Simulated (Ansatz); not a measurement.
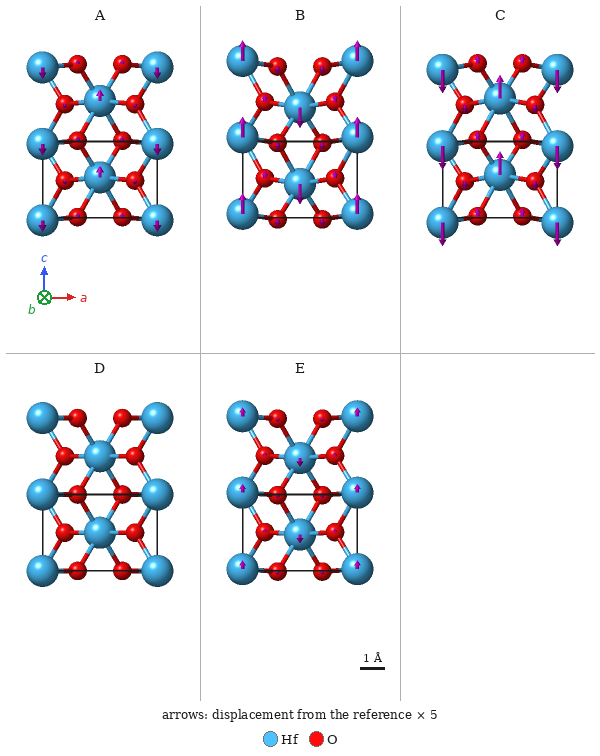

Energy scan for solid HfO$_{2}$ (P4_2/mnm), in which a normal mode at the zone centre is frozen in with the cell fixed, the amplitude being the largest displacement of an atom. Style: ball-and-stick. Shown: the cell of the calculation, repeated 1 × 2 × 2 with one cell outlined, along the b axis. Purple arrows: displacements from the reference.

Computed with DFT r2SCAN, scalar-relativistic, plane waves, PAW in Ansatz 0.2.0. Set-up: plane-wave cutoff 500 eV; k-point mesh 6 × 6 × 8; occupations gaussian; smearing width 0.05 eV; no spin polarisation. Energies (free energies at the smearing named) are counted from the relaxed crystal.

**Order these geometries by energy, lowest first.**

Lowest first: D (the amplitude 0.00 Å, 0.0 meV/cell), E (the amplitude 0.075 Å, 35.4 meV/cell), A (the amplitude −0.10 Å, 63.4 meV/cell), B (the amplitude 0.175 Å, 201.5 meV/cell), C (the amplitude −0.20 Å, 267.3 meV/cell). Over the whole scan: the harmonic wavenumber of the mode is 96 cm⁻¹, a stable vibration. The lowest computed point lies at the amplitude 0.00 Å (0.0 meV/cell). The end points stand at 267.3 meV/cell (−0.20 Å) and 267.3 meV/cell (0.20 Å). The well is symmetric. At the highest point the shortest interatomic distance is 1.99 Å, against 2.09 Å in the reference. The distortion takes the space group from P4_2/mnm to P-42_1m.
